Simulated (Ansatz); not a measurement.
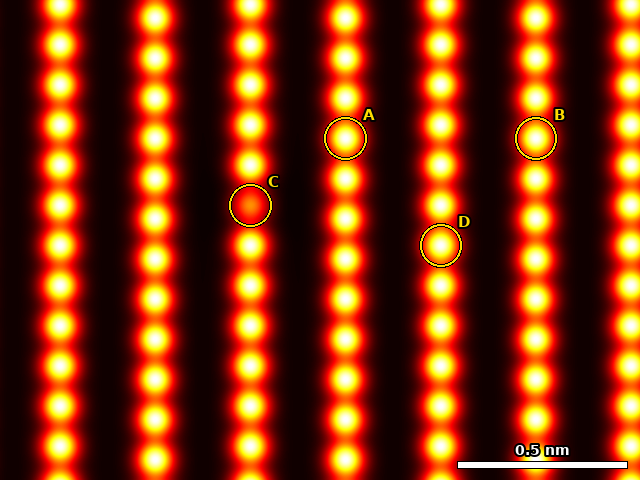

HAADF-like image of Y (P6_3/mmc, No. 194) along [310]. The image is simulated as a sum over atoms of Z^1.7, blurred by a 0.79 Å probe (no channelling). The probe carries 15 % of its weight in a tail 2.5 times as wide. The display is stretched by a gamma of 0.8; percentages refer to the linear signal.

The sample is 2 repeats (19.3 Å) thick. One point defect was put into the perfect crystal, without relaxing the atoms around it. Brightness is counted from the darkest point of the image. Host structure: the input geometry of an electronic-structure calculation (not necessarily at equilibrium); the starting structure was generated, so it need not be a known form of this composition.

### Which ringed column holds the defect, and does it scatter more or less than its equals?

C; it scatters less. The column holds 2 atoms (Y) through the sample, and one Y atom is missing, so its peak drops to about 50 % of that of its equals.
